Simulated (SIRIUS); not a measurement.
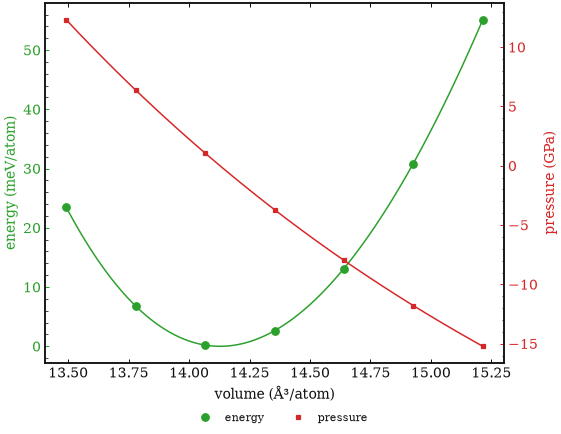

The picture above shows the energy and pressure against volume for MoP, space group P-6m2 (No. 187).

Cell as given: a = 3.223 Å, b = 3.223 Å, c = 3.191 Å, α = 90.00°, β = 90.00°, γ = 120.00°; 2 atoms.

Calculation (SIRIUS 7.10.0): plane-wave DFT, no spin polarisation; energies at scaled volumes of the given cell, shape and fractions fixed, counted from the fit's minimum, third-order Birch-Murnaghan fit. Level: PBEsol.

| setting | value |
| --- | --- |
| k mesh | 10×10×8 |
| occupations | Fermi–Dirac |
| smearing width | 0.05 eV |
| potentials | dojo sr pbesol 0.4.1 standard |
| wave cutoff | 1102 eV |
| density cutoff | 4408 eV |

The numbers behind the figure:

| volume (Å³/atom) | energy (meV/atom) | pressure (GPa) |
| --- | --- | --- |
| 13.49 | 23.51 | 12.31 |
| 13.78 | 6.82 | 6.38 |
| 14.07 | 0.21 | 1.07 |
| 14.35 | 2.62 | −3.70 |
| 14.64 | 13.11 | −7.97 |
| 14.93 | 30.85 | −11.79 |
| 15.21 | 55.08 | −15.22 |

Note: shape and atomic fractions are frozen while scaling, which makes layered, chain and framework solids too stiff.
